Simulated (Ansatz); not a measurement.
## Run report: SiC, geometry relaxation (part 2 of 2)

SiC (P6₃mc, 12 atoms in the cell); DFT, PBE, plane waves, PAW, no spin polarisation (Ansatz 0.2.0); cutoff 420 eV, 12×12×2 k-mesh, Gaussian smearing of 0.02 eV. The structure derives from a Materials Project entry. The settings are looser than a standard set-up, so the numbers are not reference values.

Geometry of the input (Å; fractional positions):
```
3.0766  0.0000  0.0000
-1.5383  2.6644  0.0000
0.0000  0.0000  15.0981
Si 0.3333  0.6667  0.8330
Si 0.6667  0.3333  0.3330
Si 0.6667  0.3333  0.6665
Si 0.3333  0.6667  0.1665
Si 0.0000  0.0000  0.4997
Si 0.0000  0.0000  0.9997
C  0.0000  0.0000  0.8744
C  0.0000  0.0000  0.3744
C  0.3333  0.6667  0.7080
C  0.6667  0.3333  0.2080
C  0.6667  0.3333  0.5415
C  0.3333  0.6667  0.0415
```

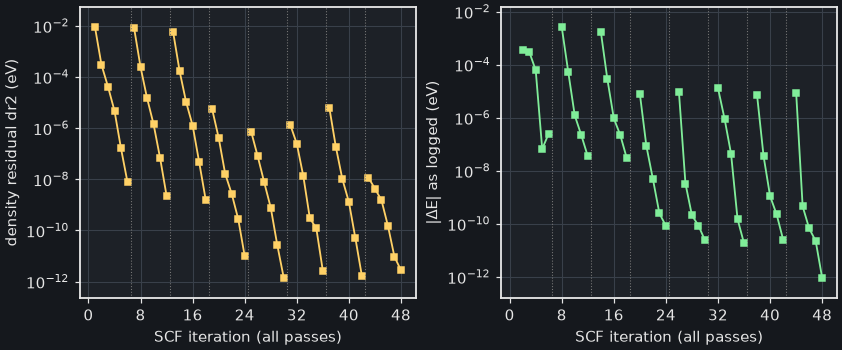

Convergence of the self-consistent field: density residual dr2 and size of the energy change against the SCF iteration. The dotted lines part the SCF passes of the relaxation: geometry steps, rejected trials and re-solves on a re-selected basis. The 8 passes take 6 iterations each, 48 in all.

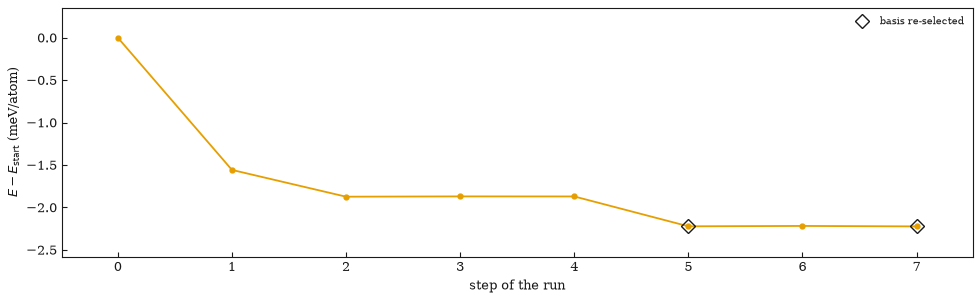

Progress of the relaxation, step by step (the first geometry is step 0 here and step 1 in the log).

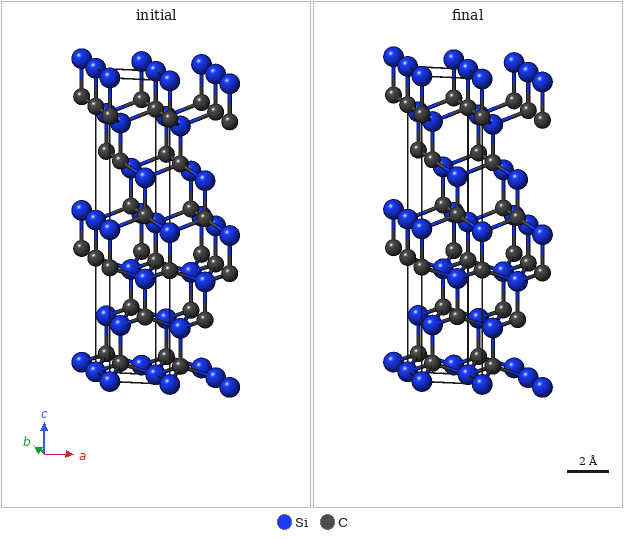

Before (left) and after (right) the relaxation, at one scale (ball-and-stick view of the cell of the calculation, repeated 2 × 2 × 1, seen slightly off an axis). No atom moves by more than 0.005 Å relative to the cell. The drawn cell changes as follows: a = b 3.077 → 3.095 Å (+0.6 %), c 15.098 → 15.187 Å (+0.6 %); the volume changes by +1.8 %. Distances before and after: Si1–C7 1.883 → 1.894 Å, Si1–C9 1.887 → 1.898 Å. The space group stays P6_3mc (No. 186). The energy falls by 2.2 meV per atom in 5 geometry steps. The largest force component goes from 0.0088 to under 0.0001 eV/Å. Pressure: 3.92 GPa at the start and 0.00 GPa at the end. The basis was re-selected once at an unchanged geometry, which shifts the energy a little without any move. The energy change given includes the shifts at the re-selections in mid-walk, which come without any move. A last SCF at the same geometry on a re-selected plane-wave basis shifts the energy by next to nothing (0.0 meV per atom). (Atoms are counted from 1 in the order of the input.)

```
basis re-selected at this cell: Δ(F+E_penalty+E_count) = -6.399e-5 eV, ΔP = +0.000 GPa vs the last step (what re-selecting the basis moved, of the pressure what is left beyond the Pulay correction that the steps carried, after the strain that the cell walked since its last selection, with what the two solves' SCF thresholds leave and, on support functions, any second-order correction that the steps lacked; it is no measure of the basis error at this ecutwfc). This SCF's stress stands 1.55e-3 GPa from its target on what of the cell is left free (relax.cell.stress_tol is 5.00e-2 GPa) and its largest allowed force component is 7.09e-5 eV/Å (relax.f_tol is 5.00e-3 eV/Å): within both
SCF converged after 6 iterations
Free energy (F): -5322.969586 eV
Harris-Foulkes:  -5322.969586 eV  (|F-HF|=3.64e-12)
Internal energy: -5322.969586 eV  (E = F + TS)
E sigma→0 (E₀):  -5322.969586 eV
Fermi energy:    10.356643 eV
--- Per-component energies (eV) ---
  E_band       = 165.141915
  E_kinetic    = 809.593038
  E_local      = -633.370430  (includes V_loc(G=0)·N_el)
  E_nonlocal   = 309.949392
  E_hartree    = 194.021660
  E_xc         = -631.496958
  E_vxc        = -654.242355  (∫ρ·V_xc dr)
  E_paw        = -3672.107932  (= ΣΔE_a)
  E_vpaw       = -54.831129  (= ΣTr[D̂ρ^β])
  E_aug_tail   = 0.000071  (compensation charges beyond the density's cutoff)
  E_ewald      = -1699.558426
  E_smearing   = -0.000000  (= −TS)
  E_closure    = -0.000000  (closes the sum)
  Σ components = -5322.969586   (vs F -5322.969586, Δ=0.00e0)
--- Forces (eV/Å), atoms counted from 1 ---
  atom   1  Si    -0.00000000     0.00000000     0.00006676
  atom   2  Si     0.00000000    -0.00000000     0.00006676
  atom   3  Si     0.00000000     0.00000000     0.00006325
  atom   4  Si    -0.00000000    -0.00000000     0.00006325
  atom   5  Si     0.00000000     0.00000000     0.00006114
  atom   6  Si    -0.00000000    -0.00000000     0.00006114
  atom   7  C      0.00000000    -0.00000000    -0.00005834
  atom   8  C      0.00000000     0.00000000    -0.00005834
  atom   9  C      0.00000000    -0.00000000    -0.00007102
  atom  10  C      0.00000000     0.00000000    -0.00007102
  atom  11  C     -0.00000000    -0.00000000    -0.00006230
  atom  12  C      0.00000000     0.00000000    -0.00006230
  max |Σ_I F_I| component: 9.98e-7 eV/Å
--- Stress (GPa, compression-positive) ---
        0.000665      -0.000000       0.000000
       -0.000000       0.000665      -0.000000
        0.000000      -0.000000       0.001554
  P = ⅓ Tr σ = 0.0010 GPa (0.010 kbar)
--- Band table (eV; the first three rows and the last of 38) ---
  k-point 0: bands = ["-6.0000", "-5.4845", "-5.4495", "-3.9745", "-3.9458", "-2.4878", "0.8367", "3.1448", "3.1829", "6.9243", "6.9510", "8.2006", "8.2006", "8.3870", "8.3870", "8.4936", "8.4936", "8.9603", "8.9603", "9.0407", "9.0407", "9.3060", "9.3413", "9.3413", "14.3877", "14.5596", "14.9615", "15.4597", "15.4702", "15.8716", "16.1801", "16.1801", "16.4105", "16.4105", "16.5990", "16.7087"]
  k-point 1: bands = ["-5.8659", "-5.8659", "-4.8185", "-4.8185", "-3.0181", "-3.0181", "1.5843", "1.5843", "5.0292", "5.0292", "8.2594", "8.2594", "8.2594", "8.2594", "8.5772", "8.5772", "8.7065", "8.7065", "8.7065", "8.7065", "9.2460", "9.2460", "9.2460", "9.2460", "14.4549", "14.4549", "15.1947", "15.1947", "15.8261", "15.8261", "16.2740", "16.2740", "16.2740", "16.2740", "16.6012", "16.6012"]
  k-point 2: bands = ["-5.8808", "-5.3670", "-5.3316", "-3.8629", "-3.8340", "-2.3873", "0.9452", "3.2212", "3.2597", "6.8713", "6.9069", "7.5219", "7.7910", "7.8913", "7.9662", "8.2063", "8.2868", "8.5157", "8.5977", "8.8669", "8.8941", "8.9299", "9.2290", "9.2928", "14.7108", "14.9039", "15.1527", "15.6184", "15.6811", "15.8613", "16.0019", "16.1705", "16.4441", "16.4625", "16.5920", "16.6252"]
  k-point 37: bands = ["-1.5266", "-1.5266", "-1.3979", "-1.3979", "-1.3575", "-1.3575", "1.9288", "1.9288", "2.0959", "2.0959", "2.4886", "2.4886", "3.6091", "3.6091", "4.1461", "4.1461", "4.5650", "4.5650", "6.3225", "6.3225", "6.7317", "6.7317", "7.1016", "7.1016", "13.0081", "13.0081", "13.6616", "13.6616", "14.7599", "14.7599", "16.6364", "16.6364", "17.8285", "17.8285", "18.4969", "18.4969"]
--- Relaxed structure (6 steps of the walk, 6 accepted, 2 SCFs on fresh bases) ---
  F+E_penalty+E_count = -5322.96958580 eV   max|allowed force component| = 7.093e-5 eV/Å   (the final SCF, on the basis selected at the relaxed cell)
  cell:  # Å, volume = 125.9830 Å³
    - [3.0950015870234986, 2.9039974982532757e-9, -3.964509479444411e-35]
    - [-1.547500796026685, 2.6803499976635052, -3.5962053235935323e-35]
    - [-1.9455271920106122e-34, -1.2161051254124314e-34, 15.18657096303845]
  atoms:
    - { symbol: Si, position: [0.3333333333333333, 0.6666666666666667, 0.8329927010155002] }
    - { symbol: Si, position: [0.6666666666666665, 0.33333333333333337, 0.3329927010155002] }
    - { symbol: Si, position: [0.6666666666666665, 0.33333333333333337, 0.6665012399330278] }
    - { symbol: Si, position: [0.3333333333333333, 0.6666666666666667, 0.16650123993302782] }
    - { symbol: Si, position: [5.7510352652272855e-34, 2.332630682482775e-33, 0.49972302540124913] }
    - { symbol: Si, position: [-9.949349082709217e-34, -2.1428885905356792e-33, 0.999723025401249] }
    - { symbol: C, position: [-4.703876743832902e-34, 1.326693528480593e-33, 0.8743713552906962] }
    - { symbol: C, position: [6.360968953227419e-34, -1.468246448503587e-33, 0.37437135529069643] }
    - { symbol: C, position: [0.3333333333333333, 0.6666666666666667, 0.7079991939269984] }
    - { symbol: C, position: [0.6666666666666665, 0.33333333333333337, 0.2079991939269983] }
    - { symbol: C, position: [0.6666666666666665, 0.33333333333333337, 0.5415134844325276] }
    - { symbol: C, position: [0.3333333333333333, 0.6666666666666667, 0.04151348443252779] }
```

## Trajectory as extended XYZ (Å, eV, eV/Å), 8 frames, from step=1 to step=8
```
12
Lattice="3.0766 0.0000 0.0000 -1.5383 2.6644 0.0000 0.0000 0.0000 15.0981" Properties=species:S:1:pos:R:3:forces:R:3 step=1 energy=-5322.94291 pressure_GPa=3.92
Si    0.0000    1.7763   12.5765    0.0000   0.0000   0.0023
Si    1.5383    0.8881    5.0275    0.0000   0.0000   0.0023
Si    1.5383    0.8881   10.0629    0.0000   0.0000   0.0009
Si    0.0000    1.7763    2.5138    0.0000   0.0000   0.0009
Si    0.0000    0.0000    7.5450    0.0000   0.0000  -0.0088
Si    0.0000    0.0000   15.0940    0.0000   0.0000  -0.0088
C     0.0000    0.0000   13.2013    0.0000   0.0000   0.0063
C     0.0000    0.0000    5.6522    0.0000   0.0000   0.0063
C     0.0000    1.7763   10.6894    0.0000   0.0000   0.0008
C     1.5383    0.8881    3.1404    0.0000   0.0000   0.0008
C     1.5383    0.8881    8.1759    0.0000   0.0000  -0.0014
C     0.0000    1.7763    0.6269    0.0000   0.0000  -0.0014
12
Lattice="3.0865 0.0000 0.0000 -1.5433 2.6730 0.0000 0.0000 0.0000 15.1438" Properties=species:S:1:pos:R:3:forces:R:3 step=2 energy=-5322.96160 pressure_GPa=1.77
Si    0.0000    1.7820   12.6148    0.0000   0.0000  -0.0028
Si    1.5433    0.8910    5.0429    0.0000   0.0000  -0.0028
Si    1.5433    0.8910   10.0934    0.0000   0.0000  -0.0015
Si    0.0000    1.7820    2.5215    0.0000   0.0000  -0.0015
Si    0.0000    0.0000    7.5678    0.0000   0.0000  -0.0052
Si    0.0000    0.0000   15.1397    0.0000   0.0000  -0.0052
C     0.0000    0.0000   13.2411    0.0000   0.0000   0.0058
C     0.0000    0.0000    5.6692    0.0000   0.0000   0.0058
C     0.0000    1.7820   10.7217    0.0000   0.0000   0.0019
C     1.5433    0.8910    3.1498    0.0000   0.0000   0.0019
C     1.5433    0.8910    8.2005    0.0000   0.0000   0.0017
C     0.0000    1.7820    0.6286    0.0000   0.0000   0.0017
12
Lattice="3.0944 0.0000 0.0000 -1.5472 2.6798 0.0000 0.0000 0.0000 15.1861" Properties=species:S:1:pos:R:3:forces:R:3 step=3 energy=-5322.96539 pressure_GPa=0.04
Si    0.0000    1.7865   12.6498    0.0000   0.0000   0.0003
Si    1.5472    0.8933    5.0568    0.0000   0.0000   0.0003
Si    1.5472    0.8933   10.1215    0.0000   0.0000  -0.0003
Si    0.0000    1.7865    2.5285    0.0000   0.0000  -0.0003
Si    0.0000    0.0000    7.5888    0.0000   0.0000  -0.0002
Si    0.0000    0.0000   15.1819    0.0000   0.0000  -0.0002
C     0.0000    0.0000   13.2783    0.0000   0.0000   0.0001
C     0.0000    0.0000    5.6853    0.0000   0.0000   0.0001
C     0.0000    1.7865   10.7518    0.0000   0.0000   0.0004
C     1.5472    0.8933    3.1587    0.0000   0.0000   0.0004
C     1.5472    0.8933    8.2235    0.0000   0.0000  -0.0002
C     0.0000    1.7865    0.6305    0.0000   0.0000  -0.0002
12
Lattice="3.0949 0.0000 0.0000 -1.5475 2.6803 0.0000 0.0000 0.0000 15.1833" Properties=species:S:1:pos:R:3:forces:R:3 step=4 energy=-5322.96535 pressure_GPa=-0.00
Si    0.0000    1.7869   12.6477    0.0000   0.0000  -0.0014
Si    1.5475    0.8934    5.0560    0.0000   0.0000  -0.0014
Si    1.5475    0.8934   10.1198    0.0000   0.0000  -0.0013
Si    0.0000    1.7869    2.5281    0.0000   0.0000  -0.0013
Si    0.0000    0.0000    7.5875    0.0000   0.0000  -0.0018
Si    0.0000    0.0000   15.1792    0.0000   0.0000  -0.0018
C     0.0000    0.0000   13.2757    0.0000   0.0000   0.0014
C     0.0000    0.0000    5.6841    0.0000   0.0000   0.0014
C     0.0000    1.7869   10.7497    0.0000   0.0000   0.0010
C     1.5475    0.8934    3.1580    0.0000   0.0000   0.0010
C     1.5475    0.8934    8.2218    0.0000   0.0000   0.0021
C     0.0000    1.7869    0.6302    0.0000   0.0000   0.0021
12
Lattice="3.0947 0.0000 0.0000 -1.5474 2.6801 0.0000 0.0000 0.0000 15.1853" Properties=species:S:1:pos:R:3:forces:R:3 step=5 energy=-5322.96535 pressure_GPa=0.00
Si    0.0000    1.7867   12.6492    0.0000   0.0000   0.0001
Si    1.5474    0.8934    5.0566    0.0000   0.0000   0.0001
Si    1.5474    0.8934   10.1210    0.0000   0.0000   0.0003
Si    0.0000    1.7867    2.5284    0.0000   0.0000   0.0003
Si    0.0000    0.0000    7.5884    0.0000   0.0000   0.0005
Si    0.0000    0.0000   15.1810    0.0000   0.0000   0.0005
C     0.0000    0.0000   13.2776    0.0000   0.0000  -0.0003
C     0.0000    0.0000    5.6849    0.0000   0.0000  -0.0003
C     0.0000    1.7867   10.7512    0.0000   0.0000  -0.0002
C     1.5474    0.8934    3.1585    0.0000   0.0000  -0.0002
C     1.5474    0.8934    8.2230    0.0000   0.0000  -0.0004
C     0.0000    1.7867    0.6304    0.0000   0.0000  -0.0004
12
Lattice="3.0947 0.0000 0.0000 -1.5474 2.6801 0.0000 0.0000 0.0000 15.1853" Properties=species:S:1:pos:R:3:forces:R:3 step=6 energy=-5322.96957 pressure_GPa=0.06
Si    0.0000    1.7867   12.6492    0.0000   0.0000   0.0001
Si    1.5474    0.8934    5.0566    0.0000   0.0000   0.0001
Si    1.5474    0.8934   10.1210    0.0000   0.0000   0.0003
Si    0.0000    1.7867    2.5284    0.0000   0.0000   0.0003
Si    0.0000    0.0000    7.5884    0.0000   0.0000   0.0005
Si    0.0000    0.0000   15.1810    0.0000   0.0000   0.0005
C     0.0000    0.0000   13.2776    0.0000   0.0000  -0.0003
C     0.0000    0.0000    5.6849    0.0000   0.0000  -0.0003
C     0.0000    1.7867   10.7512    0.0000   0.0000  -0.0002
C     1.5474    0.8934    3.1585    0.0000   0.0000  -0.0002
C     1.5474    0.8934    8.2230    0.0000   0.0000  -0.0004
C     0.0000    1.7867    0.6304    0.0000   0.0000  -0.0004
12
Lattice="3.0950 0.0000 0.0000 -1.5475 2.6803 0.0000 0.0000 0.0000 15.1866" Properties=species:S:1:pos:R:3:forces:R:3 step=7 energy=-5322.96952 pressure_GPa=0.00
Si    0.0000    1.7869   12.6503    0.0000   0.0000   0.0001
Si    1.5475    0.8934    5.0570    0.0000   0.0000   0.0001
Si    1.5475    0.8934   10.1219    0.0000   0.0000   0.0001
Si    0.0000    1.7869    2.5286    0.0000   0.0000   0.0001
Si    0.0000    0.0000    7.5891    0.0000   0.0000   0.0001
Si    0.0000    0.0000   15.1824    0.0000   0.0000   0.0001
C     0.0000    0.0000   13.2787    0.0000   0.0000  -0.0001
C     0.0000    0.0000    5.6854    0.0000   0.0000  -0.0001
C     0.0000    1.7869   10.7521    0.0000   0.0000  -0.0001
C     1.5475    0.8934    3.1588    0.0000   0.0000  -0.0001
C     1.5475    0.8934    8.2237    0.0000   0.0000  -0.0001
C     0.0000    1.7869    0.6304    0.0000   0.0000  -0.0001
12
Lattice="3.0950 0.0000 0.0000 -1.5475 2.6803 0.0000 0.0000 0.0000 15.1866" Properties=species:S:1:pos:R:3:forces:R:3 step=8 energy=-5322.96959 pressure_GPa=0.00
Si    0.0000    1.7869   12.6503    0.0000   0.0000   0.0001
Si    1.5475    0.8934    5.0570    0.0000   0.0000   0.0001
Si    1.5475    0.8934   10.1219    0.0000   0.0000   0.0001
Si    0.0000    1.7869    2.5286    0.0000   0.0000   0.0001
Si    0.0000    0.0000    7.5891    0.0000   0.0000   0.0001
Si    0.0000    0.0000   15.1824    0.0000   0.0000   0.0001
C     0.0000    0.0000   13.2787    0.0000   0.0000  -0.0001
C     0.0000    0.0000    5.6854    0.0000   0.0000  -0.0001
C     0.0000    1.7869   10.7521    0.0000   0.0000  -0.0001
C     1.5475    0.8934    3.1588    0.0000   0.0000  -0.0001
C     1.5475    0.8934    8.2237    0.0000   0.0000  -0.0001
C     0.0000    1.7869    0.6304    0.0000   0.0000  -0.0001
```
